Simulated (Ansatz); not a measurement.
Si$_{2}$Ni (slab)

```yaml
crystal:
  lattice:
    - [3.81230, 0.00000, 0.00000]
    - [0.00000, 3.81230, 0.00000]
    - [0.00000, 0.00000, 19.04356]
  atoms:
    - { symbol: Si, position: [0.50000, 0.00000, 0.39383] }
    - { symbol: Si, position: [0.00000, 0.50000, 0.39383] }
    - { symbol: Ni, position: [0.50000, 0.50000, 0.46461] }
    - { symbol: Si, position: [0.00000, 0.50000, 0.53539] }
    - { symbol: Si, position: [0.50000, 0.00000, 0.53539] }
    - { symbol: Ni, position: [0.00000, 0.00000, 0.60617] }
```

Changed on purpose from its base cell (repeats removed: 3); not relaxed (largest force 1.9 eV/Å); computed without spin polarisation.

Method: DFT PBEsol, scalar-relativistic, plane waves, PAW (Ansatz).

Q: Predict the valence pseudo-density and electron localisation function between the atoms.

A: Si–Ni (2.33 Å): the density is about 0.48 e/Å³ at the midpoint; the ELF peaks at about 0.75 in the valence shell of Si, 0.9 Å from its nucleus, and is about 0.50 at the midpoint.

Q: Does the calculation make it a metal, or give it a gap?

A: It is gapless in this calculation (a metal or semimetal).

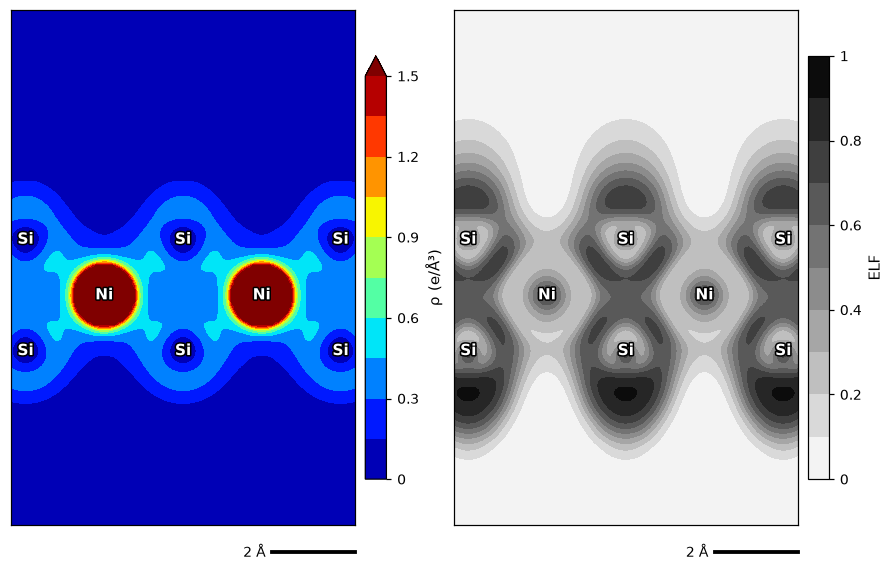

Computed valence pseudo-density and electron localisation function on the (010) plane of the calculation cell, a cut from vacuum to vacuum, in this order. 

In a PAW calculation such maps are meaningful between the atoms, not at the nuclei.
